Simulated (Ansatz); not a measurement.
Input of the run:

```yaml
crystal:
  lattice:
    - [2.34465, -1.7134, 0.0]
    - [2.34465, 1.7134, 0.0]
    - [-0.8605543552, 0.0, 5.0594363927]
  atoms:
    - { symbol: Cu, position: [0.4968, 0.0032, 0.5] }
    - { symbol: Cu, position: [0.0032, 0.4968, 0.0] }
    - { symbol: O, position: [0.4056, 0.5714, 0.7537] }
    - { symbol: O, position: [0.5714, 0.4056, 0.2537] }
hamiltonian:
  xc: pbesol
  pseudopotentials: { kind: paw }
kpoints:
  mp_grid: { grid: [8, 8, 5] }
  band_path:
    path:
      - [[0.0, 0.0, 0.0], [-0.5, -0.5, 0.0], [-0.5249462874, -0.5249462874, 0.3256415493], [-0.5, -0.5, 0.5], [-0.6336780905, -0.3663219095, 0.5]]
      - [[-0.3663219095, 0.3663219095, 0.5], [0.0, 0.0, 0.5], [-0.4750537126, -0.4750537126, 0.6743584507]]
      - [[-0.5, -0.5, 0.0], [-0.6126314136, -0.3873685864, 0.0]]
      - [[-0.3873685864, 0.3873685864, 0.0], [0.0, 0.0, 0.0], [-0.5, 0.0, 0.0]]
      - [[-0.5, 0.0, 0.5], [0.0, 0.0, 0.0]]
    npoints: 14
scf:
  occupations: { method: fermi_dirac, width: 0.05 }
  n_extra_bands: 10
output:
  forces: true
  stress: true
  eigenvalues: true
  fatbands: false
```

System: CuO, space group Cc (No. 9), 4 atoms in the primitive cell.

Method: PBEsol, Ansatz PAW, no spin polarisation, no spin-orbit coupling, 8×8×5 k mesh, 420 eV cutoff, Fermi-Dirac smearing of 0.05 eV (Ansatz 0.2.0).

What will the band structure look like? The path is Γ–Y–F–L–I|I1–Z–F1|Y–X1|X–Γ–N|M–Γ.

A metal: 2 bands cross the Fermi level along this path. Bands cross the Fermi level on Γ–Y, F–L, I1–Z, Z–F1, X–Γ, Γ–N and M–Γ, and not on Y–F, L–I and Y–X1. At Γ the nearest levels lie 1.62 eV below and 0.22 eV above the Fermi level.

The run has no spin polarisation, though such a crystal can be magnetic. Semilocal functionals often make such compounds metallic where correlation or magnetic order opens a gap, which also shifts bond lengths. The PAW data sets were made with another functional. The k mesh is thin for a metal, so its Fermi level is uncertain. In reduced coordinates of the cell that was run, Y is (−0.5, −0.5, 0), F is (−0.525, −0.525, 0.326), L is (−0.5, −0.5, 0.5), I is (−0.634, −0.366, 0.5), I1 is (−0.366, 0.366, 0.5), Z is (0, 0, 0.5), F1 is (−0.475, −0.475, 0.674), X1 is (−0.613, −0.387, 0), X is (−0.387, 0.387, 0), N is (−0.5, 0, 0) and M is (−0.5, 0, 0.5).

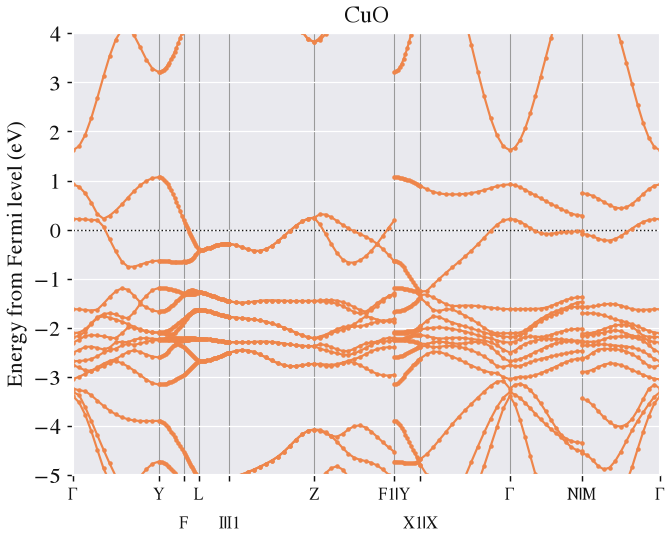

Band structure. Energies are counted from the Fermi level.
